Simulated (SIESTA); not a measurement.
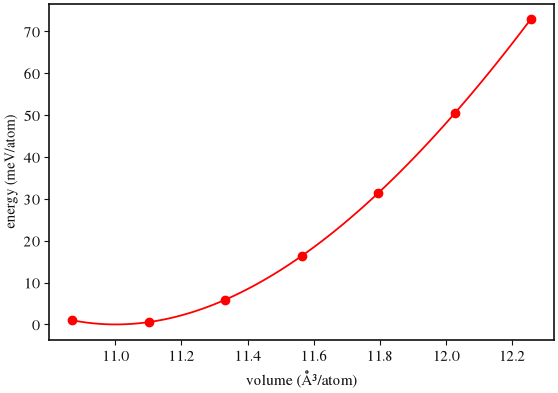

The picture above shows the energy against volume.

Computed with SIESTA 5.4.2: DFT in numerical atomic orbitals with pseudopotentials, no spin polarisation; energies at scaled volumes of the given cell, shape and fractions fixed, counted from the fit's minimum, third-order Birch-Murnaghan fit. Level: LDA.

For which of these solids was it computed?
A. GaN, P6_3mc (No. 186)
B. Au, Cmcm (No. 63)
C. HfO₂, P4_2/mnm (No. 136)

Answer. A, GaN: energy from 0.56 meV/atom to 73.03 meV/atom, V0 11 Å³/atom, B0 200 GPa. The others give: HfO₂, energy from 0.61 meV/atom to 38.60 meV/atom, V0 12.28 Å³/atom, B0 240 GPa; Au, energy from 1 meV/atom to 104 meV/atom, V0 16.77 Å³/atom, B0 187 GPa.

For Au, limits of the calculation: mulliken charges of long orbitals; short basis over semicore shells; spin-orbit coupling left out, heavy elements; shape and atomic fractions are frozen while scaling, which makes layered, chain and framework solids too stiff.

For GaN, limits of the calculation: mulliken charges of long orbitals; shape and atomic fractions are frozen while scaling, which makes layered, chain and framework solids too stiff.

For HfO₂, limits of the calculation: mulliken charges of long orbitals; short basis over semicore shells; shape and atomic fractions are frozen while scaling, which makes layered, chain and framework solids too stiff.
